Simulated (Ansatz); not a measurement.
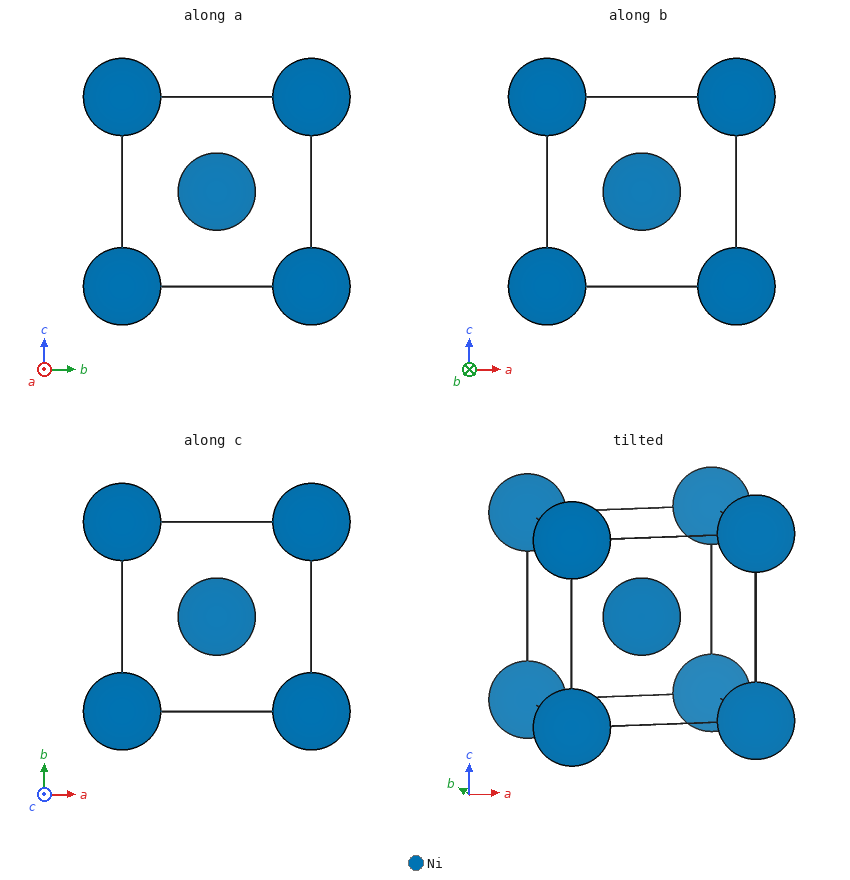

Shown here is a spheres-only view of the crystal, taken along the a axis, along the b axis, along the c axis and slightly off an axis. The lines enclose the conventional unit cell; boundary atoms appear with their images.

Lattice parameters: a = 2.9524 Å, b = 2.9524 Å, c = 2.9524 Å, α = 90.000°, β = 90.000°, γ = 90.000°.

### Convert the drawing into a CIF with its space group and independent sites.

```cif
data_structure
_symmetry_space_group_name_H-M 'I m -3 m'
_symmetry_Int_Tables_number 229
_cell_length_a 2.9524
_cell_length_b 2.9524
_cell_length_c 2.9524
_cell_angle_alpha 90.000
_cell_angle_beta 90.000
_cell_angle_gamma 90.000
_cell_volume 25.73
loop_
_atom_site_label
_atom_site_type_symbol
_atom_site_symmetry_multiplicity
_atom_site_Wyckoff_symbol
_atom_site_fract_x
_atom_site_fract_y
_atom_site_fract_z
_atom_site_occupancy
Ni1 Ni 2 a 0.0000 0.0000 0.0000 1
```

Provenance: a structure type filled with this element by a generator (whether the element takes this form wasn't checked). Earlier steps of the study may have refined or changed the cell and positions. An electronic-structure calculation with Ansatz was run on it.

At this level of theory the cell isn't at rest (stretched, at -14 GPa), so its distances can differ from those at equilibrium, the more so the softer the solid.
